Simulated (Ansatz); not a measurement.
Run report: CdSe, band-structure calculation

CdSe (2 atoms in the cell), computed with DFT, PBE, PAW with Ansatz's default frozen-core files, scalar-relativistic, no spin polarisation (Ansatz 0.2.0).

It belongs to a series of runs on one base structure; here: volume scaled by 0.85, PAW files. Figures and captions count atoms from 1; the log counts them from 0 in places.

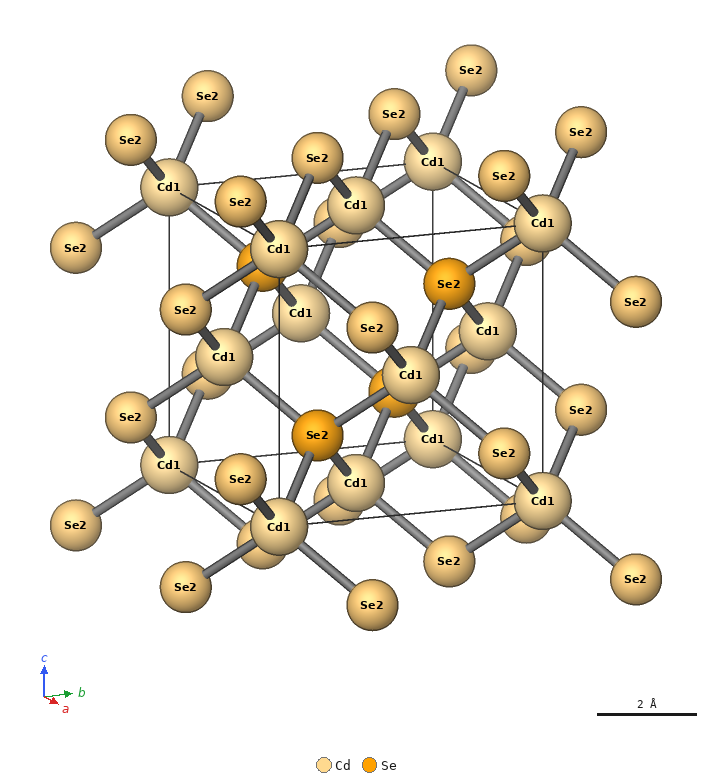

Figure 1. The structure (ball-and-stick view of the cell 4 times as large as that of the calculation, set on its symmetry axes, seen slightly off an axis; neighbours outside the cell are drawn fainter; atoms are numbered from 1 in the order of the input). Near neighbours in the crystal (not all of them lie inside the picture): Cd has 4 Se at 2.52 Å; Se has 4 Cd at 2.52 Å.

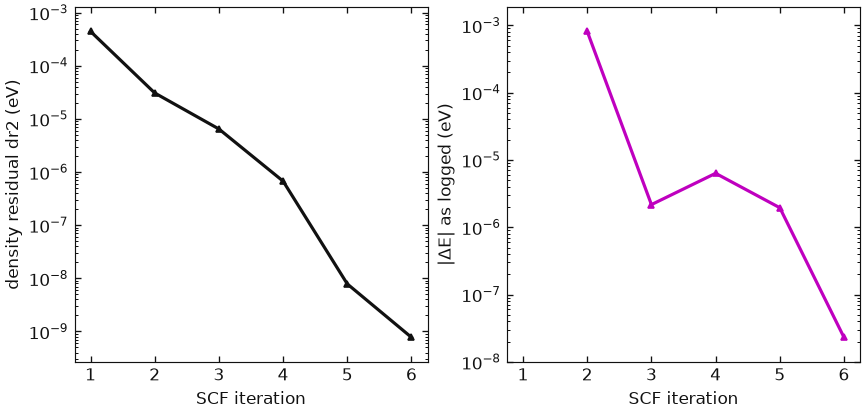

Figure 2. Convergence of the self-consistent field: density residual dr2 and size of the energy change against the SCF iteration. The residual falls at every step.

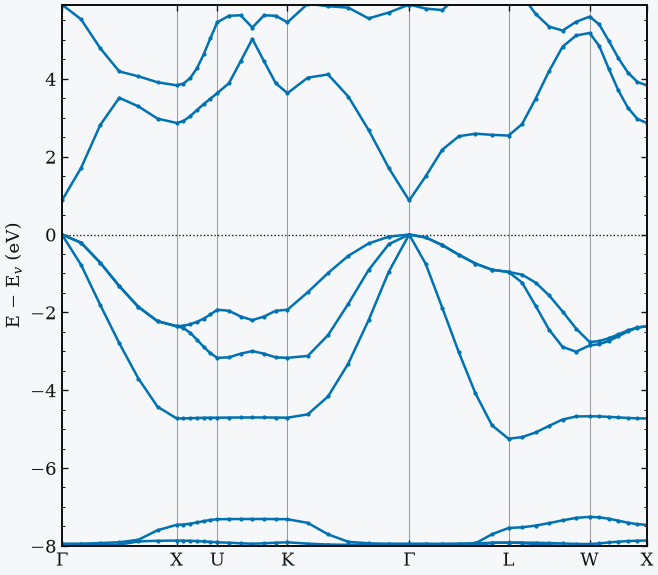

Figure 3. Band structure along Γ–X–U–K–Γ–L–W–X, with energies from the valence-band top. There is a gap of 0.87 eV on this path, direct, at Γ.

The input that produced these results follows, with the program's output.

Input
```yaml
crystal:
  lattice:
    - [0.0, 2.908370386, 2.908370386]
    - [2.908370386, 0.0, 2.908370386]
    - [2.908370386, 2.908370386, 0.0]
  atoms:
    - { symbol: Cd, position: [0.0, 0.0, 0.0] }
    - { symbol: Se, position: [0.25, 0.25, 0.25] }
kpoints:
  mp_grid: { grid: [8, 8, 8] }
  band_path:
    path:
      - [0.0, 0.0, 0.0]
      - [-0.5, -0.5, 0.0]
      - [-0.375, -0.375, 0.25]
      - [-0.375, 0.0, 0.375]
      - [0.0, 0.0, 0.0]
      - [0.0, 0.0, 0.5]
      - [-0.5, -0.25, 0.25]
      - [-0.5, -0.5, 0.0]
    npoints: 6
scf:
  occupations: { method: fermi_dirac, width: 0.03 }
hamiltonian:
  xc: pbe
  pseudopotentials: { kind: paw }
output:
  forces: true
  stress: true
  eigenvalues: true
  populations: true
```

Run as:
```bash
ansatz run input.yaml --threads 1 --pin off --max-ram 2048MiB --backend cpu --events-out ev --progress --plain --runs-dir out
```

Output
```
Engine: ansatz 0.2.0, x86_64-unknown-linux-gnu
Pseudopotentials: kind: paw
Pseudopotential: Cd, paw, valence charge 20, recommended cutoff 420 eV (normal), Cd.paw.azcp
Pseudopotential: Se, paw, valence charge 16, recommended cutoff 420 eV (normal), Se.paw.azcp
Functional definition: PBE
  parameter kappa = 0.804
  parameter beta = 0.06672455060314922
  exchange = pbe_x(kappa = kappa, mu = beta*pi^2/3)
  correlation = pbe_c(beta = beta)
Crystal: 2 atoms, lattice volume = 49.202 Å³
Basis set: ecut = 420 eV, 941 PW (Γ), exchange–correlation on 60×60×60 points (8 copies of the dense FFT grid, shifted against one another)
Bands: 22, of which v1, the nominal top of the filled ones, is band 18 counted from 1 (17 counted from 0)
Symmetry: 24 space group operations
Space group: F-43m (ITA 216), of the structure as read, at distance tolerance 3.7e-5 Å
k-points: 29 of 512 (time reversal used)
Non-local potential: Cd, projectors of the file, l = 0: 3, l = 1: 2, l = 2: 2, l = 3: 1
Non-local potential: Se, projectors of the file, l = 0: 2, l = 1: 2, l = 2: 3, l = 3: 1
PAW form: soft (Blöchl's): semilocal exchange-correlation on the pseudo side does not see the compensation charge
PAW one-centre angular grid: Cd, 590 points (default); XC on 64 Gauss nodes
PAW one-centre angular grid: Se, 590 points (default); XC on 64 Gauss nodes
Initial density: superposition of atomic densities (neutral atoms: chi_scale 0, normalization atom), corrected by the library's trained network
Initial wavefunctions: pseudopotential atomic-orbital guess
Functional: x = pbe(κ = 0.804, μ = 0.2195149727645171), c = pbe(β = 0.06672455060314922)
SCF iter   1: F=—  HF=-13724.441560 eV  |F-HF|=—  |Δ(HF+E_count)|=         —  Δρ=7.61e-4  dr2=4.42e-4  ethr=1.77e-3  ⟨swp⟩=5.9  Hψ=2779  notcnv=0
preconditioner: auto → none  [insulator: Δε(μ)=0.869 eV  Ē_g=12.794 eV  σ=0.030 eV  W_gap=1.00  n_scr=14 (ndim 8)  ℏωp=22.5 eV  f_vac=0.167  D(μ)=0.00/eV (n_scr^D=0)  ε∞_Penn≈4.1]
SCF iter   2: F=—  HF=-13724.442373 eV  |F-HF|=—  |Δ(HF+E_count)|=   8.13e-4  Δρ=2.87e-4  dr2=3.07e-5  ethr=1.23e-6  ⟨swp⟩=2.6  Hψ=1343  notcnv=0
SCF iter   3: F=—  HF=-13724.442375 eV  |F-HF|=—  |Δ(HF+E_count)|=   2.17e-6  Δρ=1.35e-4  dr2=6.45e-6  ethr=8.53e-8  ⟨swp⟩=2.0  Hψ=1145  notcnv=0
SCF iter   4: F=—  HF=-13724.442381 eV  |F-HF|=—  |Δ(HF+E_count)|=   6.33e-6  Δρ=4.72e-5  dr2=6.73e-7  ethr=1.79e-8  ⟨swp⟩=2.0  Hψ=882  notcnv=0
iter 5 did not close the SCF: its close was put off for the readings that it lacked (scf_convergence_deferred on its scf_iter line)
SCF iter   5: F=-13724.442383 eV  HF=-13724.442383 eV  |F-HF|=2.04e-8  |Δ(HF+E_count)|=   1.95e-6  Δρ=4.46e-6  dr2=7.84e-9  ethr=1.87e-9  ⟨swp⟩=2.0  Hψ=899  notcnv=0
SCF iter   6: F=-13724.442383 eV  HF=-13724.442383 eV  |F-HF|=1.62e-9  |Δ(HF+E_count)|=   2.31e-8  Δρ=1.73e-6  dr2=7.75e-10  ethr=2.18e-11  ⟨swp⟩=2.0  Hψ=2073  notcnv=0
SCF 1 converged in 6 iterations: F = -13724.442383 eV  dr2 = 7.75e-10
  greatest PAW one-centre occupation: 1.000 electrons in one spin orbital (limit 2), on the Cd atom at site 0 (counted from 0), in its partial waves of l = 0
NSCF: frozen V_eff on 43 k-points
SCF converged after 6 iterations
Free energy (F): -13724.442383 eV
Harris-Foulkes:  -13724.442383 eV  (|F-HF|=1.62e-9)
Internal energy: -13724.442383 eV  (E = F + TS)
E sigma→0 (E₀):  -13724.442383 eV
Fermi energy:    10.034390 eV
--- Per-component energies (eV) ---
  E_band       = -828.882961
  E_kinetic    = 627.665434
  E_local      = -6056.987604  (includes V_loc(G=0)·N_el)
  E_nonlocal   = -562.936185
  E_hartree    = 2902.686488
  E_xc         = -283.078119
  E_vxc        = -322.706606  (∫ρ·V_xc dr)
  E_paw        = -5993.695360  (= ΣΔE_a)
  E_vpaw       = -319.290815  (= ΣTr[D̂ρ^β])
  E_aug_tail   = -0.000575  (compensation charges beyond the density's cutoff)
  E_ewald      = -4358.096462
  E_smearing   = -0.000000  (= −TS)
  E_closure    = 0.000000  (closes the sum)
  Σ components = -13724.442383   (vs F -13724.442383, Δ=0.00e0)
--- Forces (eV/Å), atoms counted from 1 ---
  atom   1  Cd     0.00000000    -0.00000000     0.00000000
  atom   2  Se    -0.00000000     0.00000000     0.00000000
  max |Σ_I F_I| component: 4.63e-17 eV/Å
--- Stress (GPa, compression-positive) ---
       13.205439      -0.000000      -0.000000
       -0.000000      13.205439       0.000000
       -0.000000       0.000000      13.205439
  P = ⅓ Tr σ = 13.2054 GPa (132.054 kbar)
--- Band table (eV; the first three rows and the last of 29) ---
  k-point 0: bands = ["-92.3933", "-53.4673", "-53.4673", "-53.4673", "-37.4040", "-37.4040", "-37.4040", "-37.3982", "-37.3982", "-3.8701", "1.0885", "1.0885", "1.0885", "1.6295", "1.6295", "9.5801", "9.5801", "9.5801", "10.4550", "15.4899", "15.4899", "15.4899"]
  k-point 1: bands = ["-92.3933", "-53.4674", "-53.4673", "-53.4673", "-37.4040", "-37.4040", "-37.4040", "-37.3982", "-37.3982", "-3.7977", "1.1129", "1.1129", "1.1414", "1.6277", "1.6277", "8.2716", "9.4168", "9.4168", "11.4516", "15.3291", "15.7322", "15.7322"]
  k-point 2: bands = ["-92.3933", "-53.4676", "-53.4673", "-53.4673", "-37.4041", "-37.4039", "-37.4039", "-37.3982", "-37.3982", "-3.6199", "1.1662", "1.1662", "1.3396", "1.6316", "1.6316", "6.5528", "9.0608", "9.0608", "12.1052", "15.7289", "16.0900", "16.0900"]
  k-point 28: bands = ["-92.3933", "-53.4678", "-53.4677", "-53.4675", "-37.4042", "-37.4041", "-37.4039", "-37.3982", "-37.3981", "-3.2073", "1.3330", "1.3723", "1.5809", "1.6252", "2.3251", "4.9102", "6.7316", "6.8164", "14.7591", "15.1797", "16.2844", "17.1566"]
--- Löwdin populations: 2 sites ---
  site symbol       q [e]
     0     Cd     18.7279
     1     Se     17.0654
  spilling = 0.005741 (of n_electrons = 36.000000)
```

File populations.tsv
```
# site	symbol	l	j	q
# orbitals = lowdin
# n_electrons = 36.000000
# spilling = 0.005741
0	Cd	0_4S	-	1.995002
0	Cd	0_5S	-	0.760651
0	Cd	1_4P	-	5.998838
0	Cd	2_4D	-	9.973373
1	Se	0_4S	-	1.879257
1	Se	1_4P	-	5.186307
1	Se	2_3D	-	9.999878
```

Results in brief

- outcome: converged
- space group (tolerance 0.01 Å): F-43m (216)
- electrons treated: 36
- free energy: −13724.4424 eV
- Fermi energy: 10.034 eV
- pressure: 13.21 GPa
- electronic character: gap of 0.87 eV
- largest force (length of the vector): under 0.001 eV/Å
- hardware: 1 thread of Intel Xeon @ 2.50GHz (Skylake/Cascade Lake), 64 GiB of memory available, shared host
- wall time: 4.3 s
- peak memory: 0.39 GiB

The cell is under a pressure of 13.2 GPa at this level, so it is not at its equilibrium volume.
